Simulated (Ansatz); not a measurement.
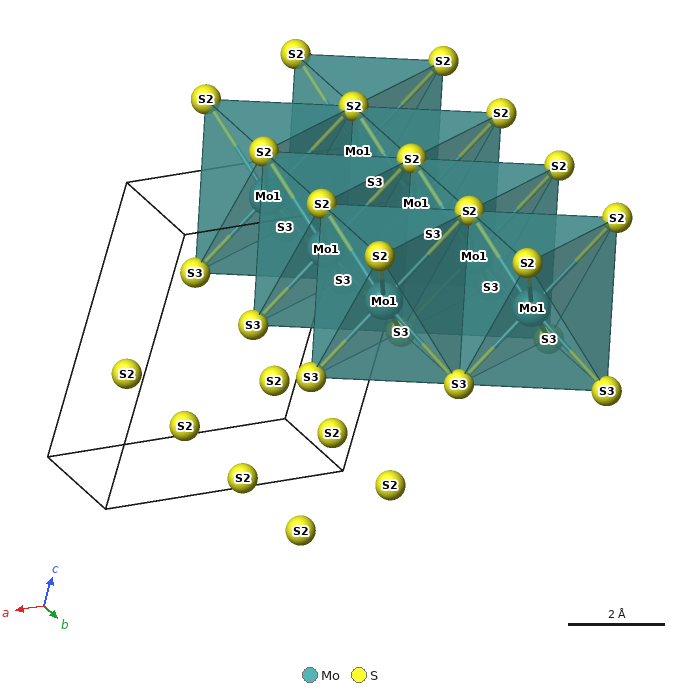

Figure 1. The structure as given in the input (polyhedral view of the cell 2 times as large as that of the calculation, set on its symmetry axes, repeated 1 × 3 × 1, seen at an oblique angle; polyhedra are completed across the faces of the cell; atoms are numbered from 1 in the order of the input).

**What a change does: single-point calculation on MoS2**

System: MoS2 (Cm, 3 atoms in the cell).
Method of run 1: DFT PBE+D3(BJ), scalar-relativistic, plane waves, PAW, no spin polarisation (Ansatz 0.2.0).

The structure derives from an entry of the Crystallography Open Database. Text and figures count atoms from 1; the logs count them from 0 in places.

### The input, run 1
```yaml
crystal:
  lattice:
    - [1.5667288575, 0.9045513276, 5.9589013495]
    - [-1.5667288575, 0.9045513276, 5.9589013495]
    - [0.0, -1.8091026552, 5.9589013495]
  atoms:
    - { symbol: Mo, position: [0.0201625778, 0.0201625778, -0.0625830033] }
    - { symbol: S, position: [0.7563304588, 0.7563304588, 0.7563304588] }
    - { symbol: S, position: [0.2436695412, 0.2436695412, 0.2436695412] }
basis:
  ecutwfc: 420
kpoints:
  mp_grid: { grid: [18, 18, 18] }
hamiltonian:
  xc: pbe
  dispersion: d3bj
scf:
  occupations: { method: gaussian, width: 0.15 }
output:
  forces: true
  stress: true
  eigenvalues: true
```

Launched with:
```bash
ansatz run input.yaml --threads 1 --pin off --max-ram 2560MiB --backend cpu --events-out ev --progress --plain --runs-dir out
```

Hardware: 1 thread of AMD EPYC (Zen 5), 32 GiB of memory available, shared host.

### Output, shortened to warnings, some set-up lines, iterations and results (run 1)
```
Basis set: ecut = 420 eV, 997 PW (Γ), FFT grids on a1−a3, a2−a3, a3, exchange–correlation on 48×48×90 points (8 copies of the dense FFT grid, shifted against one another)
Symmetry: 2 space group operations
k-points: 1550 of 5832 (time reversal used)
Initial density: superposition of atomic densities (neutral atoms: chi_scale 0, normalization atom), corrected by the library's trained network
[...]
SCF iter   1: F=—  HF=-6762.966651 eV  |F-HF|=—  |Δ(HF+E_count)|=         —  Δρ=4.55e-3  dr2=2.24e-2  ethr=1.77e-3  ⟨swp⟩=5.0  Hψ=139791  notcnv=0
SCF iter   2: F=—  HF=-6762.964984 eV  |F-HF|=—  |Δ(HF+E_count)|=   1.67e-3  Δρ=2.54e-3  dr2=7.72e-3  ethr=8.62e-5  ⟨swp⟩=1.0  Hψ=38750  notcnv=0
SCF iter   3: F=—  HF=-6762.964666 eV  |F-HF|=—  |Δ(HF+E_count)|=   3.18e-4  Δρ=3.85e-4  dr2=3.34e-4  ethr=2.97e-5  ⟨swp⟩=1.9  Hψ=36072  notcnv=0
SCF iter   4: F=—  HF=-6762.964623 eV  |F-HF|=—  |Δ(HF+E_count)|=   4.32e-5  Δρ=1.54e-4  dr2=2.18e-5  ethr=1.28e-6  ⟨swp⟩=2.5  Hψ=37007  notcnv=0
SCF iter   5: F=—  HF=-6762.964651 eV  |F-HF|=—  |Δ(HF+E_count)|=   2.75e-5  Δρ=4.82e-5  dr2=1.64e-6  ethr=8.38e-8  ⟨swp⟩=2.0  Hψ=36541  notcnv=0
SCF iter   6: F=-6762.964652 eV  HF=-6762.964652 eV  |F-HF|=8.75e-8  |Δ(HF+E_count)|=   9.99e-7  Δρ=1.16e-5  dr2=8.08e-8  ethr=3.85e-10  ⟨swp⟩=3.5  Hψ=115891  notcnv=0
SCF 1 converged in 6 iterations: F = -6762.964652 eV  dr2 = 8.08e-8
SCF converged after 6 iterations
Free energy (F): -6762.964652 eV
Harris-Foulkes:  -6762.964652 eV  (|F-HF|=8.75e-8)
Internal energy: -6762.954928 eV  (E = F + TS)
E sigma→0 (E₀):  -6762.959790 eV
Entropy (-TS):   -0.009724 eV (-3.241 meV/atom)
Fermi energy:    11.981603 eV
--- Per-component energies (eV) ---
  E_band       = -131.752501
  E_kinetic    = 657.908544
  E_local      = -1778.981612  (includes V_loc(G=0)·N_el)
  E_nonlocal   = 200.005255
  E_hartree    = 674.281195
  E_xc         = -378.837171
  E_vxc        = -405.498469  (∫ρ·V_xc dr)
  E_paw        = -4401.832106  (= ΣΔE_a)
  E_vpaw       = -153.751602  (= ΣTr[D̂ρ^β])
  E_aug_tail   = 0.000045  (compensation charges beyond the density's cutoff)
  E_ewald      = -1734.149322
  E_disp       = -1.349757  (pairwise vdW)
  E_smearing   = -0.009724  (= −TS)
  E_closure    = 0.000000  (closes the sum)
  Σ components = -6762.964652   (vs F -6762.964652, Δ=0.00e0)
--- Forces (eV/Å), atoms counted from 1 ---
  atom   1  Mo     0.00000000    -1.59384377     3.13067010
  atom   2  S      0.00000000     0.25528033    -1.19593664
  atom   3  S      0.00000000     1.33856859    -1.93478508
  max |Σ_I F_I| component: 5.16e-5 eV/Å
--- Stress (GPa, compression-positive) ---
       -0.870569       0.000000       0.000000
        0.000000       6.713474      -4.801134
        0.000000      -4.801135       2.515644
  P = ⅓ Tr σ = 2.7862 GPa (27.862 kbar)
```

Run 2 used a changed input.

### The two runs side by side

| quantity | run 1 | run 2 |
| --- | --- | --- |
| outcome | converged | converged |
| free energy per atom (eV) | −2254.3216 | −2254.3678 |
| energy per atom, smearing taken to zero (eV) | −2254.3199 | −2254.3662 |
| gap on the mesh (eV) | 0.00 | 0.00 |
| pressure (GPa) | 2.79 | 1.55 |
| largest force (eV/Å) | 3.513 | 2.519 |
| SCF iterations | 6 | 6 |
| irreducible k-points | 1550 | 1550 |
| plane waves at Γ | 997 | 997 |
| wall time (shared host) | 29 s | 29 s |

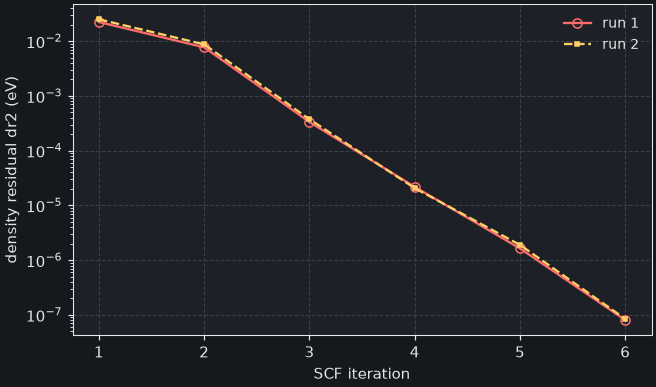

Figure 2. Convergence of the two runs: density residual dr2 against the SCF iteration. Run 1 takes 6 iterations in all, and run 2 takes 6.

What was changed in the input?

The change (lines with − go, lines with + come):
```diff
-    - { symbol: Mo, position: [0.0201625778, 0.0201625778, -0.0625830033] }
+    - { symbol: Mo, position: [-0.0151219333, -0.0151219333, 0.0469372525] }
```

With the same functional and potentials, run 2 lies 46.2 meV per atom lower. The pressure goes from 2.79 to 1.55 GPa. The largest force goes from 3.513 to 2.519 eV/Å. The number of SCF iterations is the same.

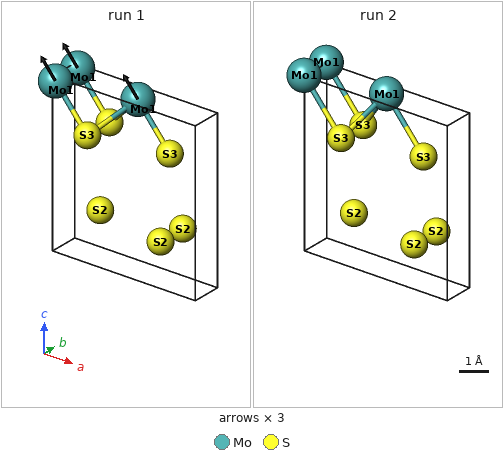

Figure 3. The two input geometries at one scale (ball-and-stick view of the cell 2 times as large as that of the calculation, set on its symmetry axes, seen slightly off an axis). The black arrows on the first give the shifts of the atoms relative to the cell, magnified 3 times. The atom that moves furthest is Mo1 (0.35 Å). S stays in place. The lattice vectors keep their values. Among the contacts that change: Mo1–S2 2.617 → 2.267 Å, Mo1–S3 2.217 → 2.567 Å.

### Output, shortened to warnings, some set-up lines, iterations and results (run 2)
```
Basis set: ecut = 420 eV, 997 PW (Γ), FFT grids on a1−a3, a2−a3, a3, exchange–correlation on 48×48×90 points (8 copies of the dense FFT grid, shifted against one another)
Symmetry: 2 space group operations
k-points: 1550 of 5832 (time reversal used)
Initial density: superposition of atomic densities (neutral atoms: chi_scale 0, normalization atom), corrected by the library's trained network
[...]
SCF iter   1: F=—  HF=-6763.105623 eV  |F-HF|=—  |Δ(HF+E_count)|=         —  Δρ=4.65e-3  dr2=2.51e-2  ethr=1.77e-3  ⟨swp⟩=5.0  Hψ=139875  notcnv=0
SCF iter   2: F=—  HF=-6763.103861 eV  |F-HF|=—  |Δ(HF+E_count)|=   1.76e-3  Δρ=2.57e-3  dr2=8.75e-3  ethr=9.64e-5  ⟨swp⟩=1.0  Hψ=38750  notcnv=0
SCF iter   3: F=—  HF=-6763.103338 eV  |F-HF|=—  |Δ(HF+E_count)|=   5.23e-4  Δρ=4.03e-4  dr2=3.75e-4  ethr=3.37e-5  ⟨swp⟩=1.8  Hψ=34889  notcnv=0
SCF iter   4: F=—  HF=-6763.103286 eV  |F-HF|=—  |Δ(HF+E_count)|=   5.23e-5  Δρ=1.64e-4  dr2=2.07e-5  ethr=1.44e-6  ⟨swp⟩=2.4  Hψ=36276  notcnv=0
SCF iter   5: F=—  HF=-6763.103315 eV  |F-HF|=—  |Δ(HF+E_count)|=   2.92e-5  Δρ=5.14e-5  dr2=1.90e-6  ethr=7.96e-8  ⟨swp⟩=2.1  Hψ=37132  notcnv=0
SCF iter   6: F=-6763.103317 eV  HF=-6763.103317 eV  |F-HF|=9.80e-8  |Δ(HF+E_count)|=   1.26e-6  Δρ=1.24e-5  dr2=8.47e-8  ethr=3.85e-10  ⟨swp⟩=3.5  Hψ=116501  notcnv=0
SCF 1 converged in 6 iterations: F = -6763.103317 eV  dr2 = 8.47e-8
SCF converged after 6 iterations
Free energy (F): -6763.103317 eV
Harris-Foulkes:  -6763.103317 eV  (|F-HF|=9.80e-8)
Internal energy: -6763.093584 eV  (E = F + TS)
E sigma→0 (E₀):  -6763.098450 eV
Entropy (-TS):   -0.009733 eV (-3.244 meV/atom)
Fermi energy:    11.995082 eV
--- Per-component energies (eV) ---
  E_band       = -131.729538
  E_kinetic    = 657.343577
  E_local      = -1774.675525  (includes V_loc(G=0)·N_el)
  E_nonlocal   = 199.840653
  E_hartree    = 672.374565
  E_xc         = -378.726608
  E_vxc        = -405.354651  (∫ρ·V_xc dr)
  E_paw        = -4401.744344  (= ΣΔE_a)
  E_vpaw       = -153.636516  (= ΣTr[D̂ρ^β])
  E_aug_tail   = 0.000045  (compensation charges beyond the density's cutoff)
  E_ewald      = -1736.156347
  E_disp       = -1.349600  (pairwise vdW)
  E_smearing   = -0.009733  (= −TS)
  E_closure    = 0.000000  (closes the sum)
  Σ components = -6763.103317   (vs F -6763.103317, Δ=0.00e0)
--- Forces (eV/Å), atoms counted from 1 ---
  atom   1  Mo     0.00000000     1.03989018    -2.29462577
  atom   2  S      0.00000000    -0.82157938     1.34986157
  atom   3  S      0.00000000    -0.21831645     0.94481850
  max |Σ_I F_I| component: 5.43e-5 eV/Å
--- Stress (GPa, compression-positive) ---
       -0.537568       0.000000       0.000000
        0.000000       3.831330      -2.713636
        0.000000      -2.713637       1.367701
  P = ⅓ Tr σ = 1.5538 GPa (15.538 kbar)
```
